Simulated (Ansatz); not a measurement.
## KMgF3: 6 runs along one coordinate

System: KMgF3 (Cmmm, 5 atoms in the cell).
Method: Kohn-Sham DFT of a periodic cell, PBE, Ansatz PAW, no spin polarisation (Ansatz 0.2.0).

The 6 runs differ only in the geometry, by a strain of the cell at fixed fractional positions. Against run 4, the strain is εxy = η. The structure derives from an entry of the Crystallography Open Database.

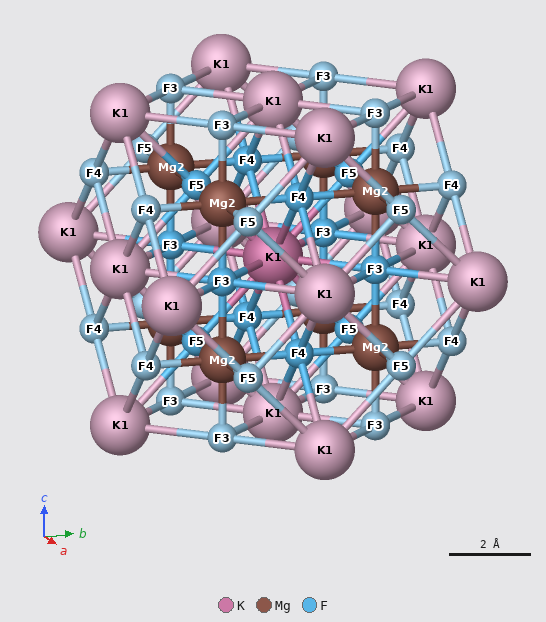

Figure 1. The structure of run 4 (ball-and-stick view of the cell of the calculation, seen slightly off an axis; neighbours outside the cell are drawn fainter; atoms are numbered from 1 in the order of the input). An atom can appear more than once, as a periodic image.

## Input of run 4
```yaml
crystal:
  lattice:
    - [3.9859, 0.0199295, 0.0]
    - [0.0199295, 3.9859, 0.0]
    - [0.0, 0.0, 3.9859]
  atoms:
    - { symbol: K, position: [0.5, 0.5, 0.5] }
    - { symbol: Mg, position: [0.0, 0.0, 0.0] }
    - { symbol: F, position: [0.0, 0.0, 0.5] }
    - { symbol: F, position: [0.0, 0.5, 0.0] }
    - { symbol: F, position: [0.5, 0.0, 0.0] }
hamiltonian:
  xc: pbe
  pseudopotentials: { kind: paw }
kpoints:
  mp_grid: { grid: [6, 6, 6] }
scf:
  occupations: { method: fermi_dirac, width: 0.05 }
output:
  forces: true
  stress: true
  eigenvalues: true
```

Command:
```bash
ansatz run input.yaml --threads 2 --pin off --max-ram 5632MiB --backend cpu --events-out ev --progress --plain --runs-dir out
```

Lattice vectors (Å) and fractional positions of run 4:
```
   3.985900    0.019929    0.000000
   0.019929    3.985900    0.000000
   0.000000    0.000000    3.985900
K   0.500000  0.500000  0.500000
Mg  0.000000  0.000000  0.000000
F   0.000000  0.000000  0.500000
F   0.000000  0.500000  0.000000
F   0.500000  0.000000  0.000000
```

Run 5 differs from it as follows:
```diff
-    - [3.9859, 0.0199295, 0.0]
-    - [0.0199295, 3.9859, 0.0]
+    - [3.9859, 0.039859, 0.0]
+    - [0.039859, 3.9859, 0.0]
```

## Results, with one run withheld

```csv
run,strain parameter η (%),"free energy per atom, from the lowest run given (meV)",pressure (GPa),gap on the mesh (eV)
1,−2.5001,2.95,3.85,7.31
2,−1.5000,0.59,3.80,7.33
3,−1.0000,0.00,3.79,7.33
4,0.0000,0.00,3.79,7.33
5,0.5000,?,?,?
6,1.5000,2.95,3.85,7.31
```

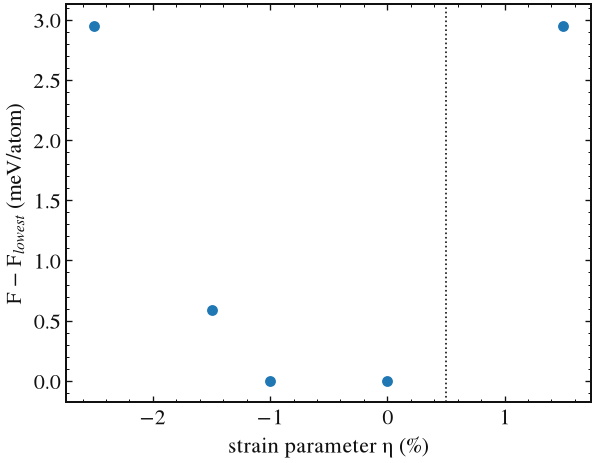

Figure 2. Free energy per atom of the runs given; the dotted line marks run 5.

Estimate the energy of run 5 from the others.

A cubic polynomial in the coordinate, fitted to the 5 runs given, misses them by under 0.01 meV per atom. With x = η + 0.7000, it reads F = −0.16518 − 0.31468 x + 0.78661 x² + 2.8526e-05 x³ (meV per atom). At run 5 it gives 0.59 meV per atom, and the run itself gives 0.59. The fit has its minimum at η = −0.5000 %.

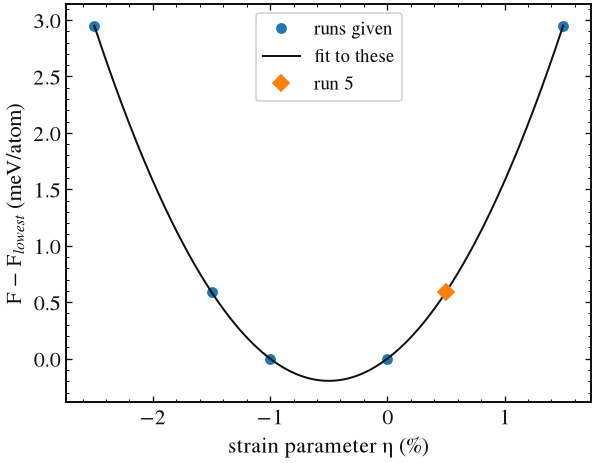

Figure 3. The fit and the withheld run.

## Output, shortened to warnings, some set-up lines, iterations and results (run 5)
```
Basis set: ecut = 420 eV, 1241 PW (Γ), exchange–correlation on 54×54×54 points (8 copies of the dense FFT grid, shifted against one another)
Symmetry: 8 space group operations
k-points: 52 of 216
Initial density: superposition of atomic densities (neutral atoms: chi_scale 0, normalization atom), corrected by the library's trained network
[...]
SCF iter   1: F=—  HF=-5894.695881 eV  |F-HF|=—  |Δ(HF+E_count)|=         —  Δρ=4.82e-4  dr2=3.50e-5  ethr=1.77e-3  ⟨swp⟩=6.2  Hψ=6353  notcnv=0
SCF iter   2: F=—  HF=-5894.695535 eV  |F-HF|=—  |Δ(HF+E_count)|=   3.47e-4  Δρ=3.05e-4  dr2=2.31e-5  ethr=8.76e-8  ⟨swp⟩=3.1  Hψ=3456  notcnv=0
SCF iter   3: F=—  HF=-5894.695653 eV  |F-HF|=—  |Δ(HF+E_count)|=   1.19e-4  Δρ=1.39e-4  dr2=5.87e-6  ethr=5.78e-8  ⟨swp⟩=2.0  Hψ=2028  notcnv=0
SCF iter   4: F=—  HF=-5894.695667 eV  |F-HF|=—  |Δ(HF+E_count)|=   1.40e-5  Δρ=4.13e-5  dr2=7.61e-7  ethr=1.47e-8  ⟨swp⟩=2.0  Hψ=1979  notcnv=0
SCF iter   5: F=—  HF=-5894.695669 eV  |F-HF|=—  |Δ(HF+E_count)|=   1.31e-6  Δρ=2.33e-5  dr2=2.25e-7  ethr=1.90e-9  ⟨swp⟩=2.0  Hψ=2012  notcnv=0
SCF iter   6: F=-5894.695669 eV  HF=-5894.695669 eV  |F-HF|=2.20e-9  |Δ(HF+E_count)|=   2.69e-8  Δρ=3.39e-6  dr2=5.14e-9  ethr=2.50e-10  ⟨swp⟩=4.3  Hψ=4537  notcnv=0
SCF 1 converged in 6 iterations: F = -5894.695669 eV  dr2 = 5.14e-9
SCF converged after 6 iterations
Free energy (F): -5894.695669 eV
Harris-Foulkes:  -5894.695669 eV  (|F-HF|=2.20e-9)
Internal energy: -5894.695669 eV  (E = F + TS)
E sigma→0 (E₀):  -5894.695669 eV
Fermi energy:    6.596478 eV
--- Per-component energies (eV) ---
  E_band       = -499.899343
  E_kinetic    = 956.894644
  E_local      = -3733.013308  (includes V_loc(G=0)·N_el)
  E_nonlocal   = 327.931584
  E_hartree    = 1358.682782
  E_xc         = -407.274367
  E_vxc        = -513.988674  (∫ρ·V_xc dr)
  E_paw        = -1676.193510  (= ΣΔE_a)
  E_vpaw       = -255.092882  (= ΣTr[D̂ρ^β])
  E_aug_tail   = 0.006212  (compensation charges beyond the density's cutoff)
  E_ewald      = -2721.729706
  E_smearing   = -0.000000  (= −TS)
  E_closure    = -0.000000  (closes the sum)
  Σ components = -5894.695669   (vs F -5894.695669, Δ=0.00e0)
--- Forces (eV/Å), atoms counted from 1 ---
  atom   1  K      0.00000000     0.00000000     0.00000000
  atom   2  Mg    -0.00000000    -0.00000000     0.00000000
  atom   3  F     -0.00000000    -0.00000000     0.00000000
  atom   4  F      0.00000000     0.00000000     0.00000000
  atom   5  F      0.00000000     0.00000000     0.00000000
  max |Σ_I F_I| component: 4.42e-29 eV/Å
--- Stress (GPa, compression-positive) ---
        3.803413      -0.957051       0.000000
       -0.957051       3.803413       0.000000
        0.000000       0.000000       3.789442
  P = ⅓ Tr σ = 3.7988 GPa (37.988 kbar)
```
